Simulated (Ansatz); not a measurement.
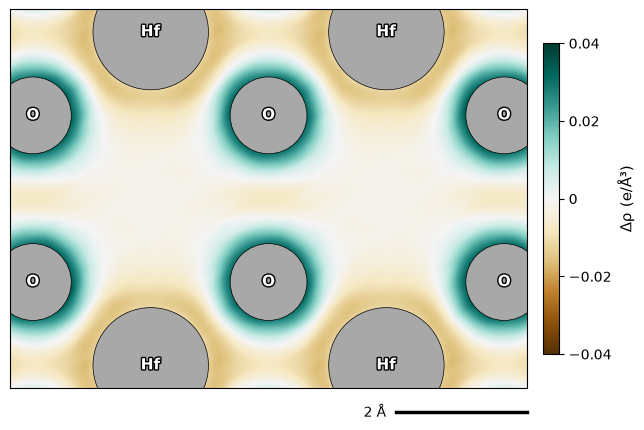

HfO₂. Difference of the valence pseudo-densities of two functionals at the same geometry, on the (011̄) plane of the calculation cell: r2SCAN less PBEsol.

Both computed with Ansatz (plane waves, PAW), on the same k-point mesh. Grey discs cover the atomic cores.

```
Hf O
1.0
     0.00000    2.54881    2.54881
     2.54881    0.00000    2.54881
     2.54881    2.54881    0.00000
Hf O
1 2
Direct
  0.00000 0.00000 0.00000
  0.25000 0.25000 0.25000
  0.75000 0.75000 0.75000
```

Question: What does the difference map show?

Answer: Against PBEsol, r2SCAN gives less density around Hf (−0.011 e/Å³ on average at 1.2 Å from the nucleus), more density around O (+0.018 e/Å³ on average at 0.7 Å from the nucleus) and a change of −0.012 e/Å³ at the midpoint of Hf–O.
